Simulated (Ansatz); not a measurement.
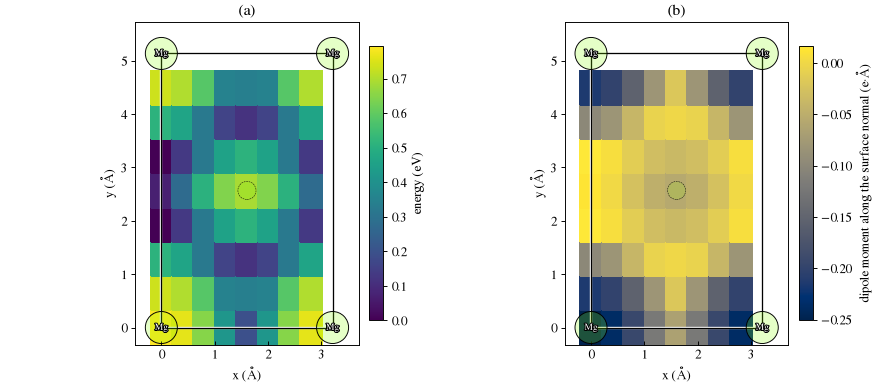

H on a Mg(100) slab cut from the P6_3/mmc phase, its upper half relaxed before the scan (8 atoms of substrate and one adsorbate in a 2 × 1 cell). 
- H is moved over the surface cell; relaxed at each place: the height of the adsorbate's atoms; substrate rigid; the origin of the map has the adsorbate above Mg7.
- Places are given modulo a cell vector. The map is drawn in real space over the plane of the surface.
- The grid has 8 × 8 points; 25 points were computed and 39 follow by symmetry.
- Places are given in fractions of the 1 × 1 surface cell.
- Energies: eV, counted from the lowest grid point.
- At some places the adsorbate sinks to or below the level of the top layer.
- Level of theory: Ansatz, DFT PBE, scalar-relativistic, plane waves, PAW. Settings: cutoff 420 eV, k-mesh 4×5×1, gaussian smearing 0.1 eV, no spin polarisation.

Panel (a) is the energy and panel (b) the computed dipole moment along the surface normal on the same grid.

The picture shows one coloured cell a grid point, labelled circles for the atoms of the top layer and small ones for the second layer, the outline of one cell of the plane.

Question: How does the dipole moment along the surface normal vary over the map, and what is it at the lowest grid point?

Answer: It runs from −0.25 e·Å at the top site over a surface Mg atom, (0/8, 0/8) of the cell vectors to 0.02 e·Å at (0/8, 3/8) of the cell vectors [nearest 1 Mg at 1.94 Å]. At the lowest grid point, (0/8, 3/8) of the cell vectors [nearest 1 Mg at 1.94 Å], it is 0.02 e·Å.

| second ↓, first → | 0/8 | 1/8 | 2/8 | 3/8 | 4/8 | 5/8 | 6/8 | 7/8 |
| --- | --- | --- | --- | --- | --- | --- | --- | --- |
| 7/8 | −0.22 | −0.20 | −0.15 | −0.08 | −0.02 | −0.08 | −0.15 | −0.20 |
| 6/8 | −0.10 | −0.08 | −0.04 | −0.01 | 0.00 | −0.01 | −0.04 | −0.08 |
| 5/8 | 0.02 | 0.01 | −0.01 | −0.03 | −0.04 | −0.03 | −0.01 | 0.01 |
| 4/8 | 0.01 | 0.00 | −0.03 | −0.05 | −0.06 | −0.05 | −0.03 | 0.00 |
| 3/8 | 0.02 | 0.01 | −0.01 | −0.03 | −0.04 | −0.03 | −0.01 | 0.01 |
| 2/8 | −0.10 | −0.08 | −0.04 | −0.01 | 0.00 | −0.01 | −0.04 | −0.08 |
| 1/8 | −0.22 | −0.20 | −0.15 | −0.08 | −0.02 | −0.08 | −0.15 | −0.20 |
| 0/8 | −0.25 | −0.24 | −0.19 | −0.12 | −0.07 | −0.12 | −0.19 | −0.24 |
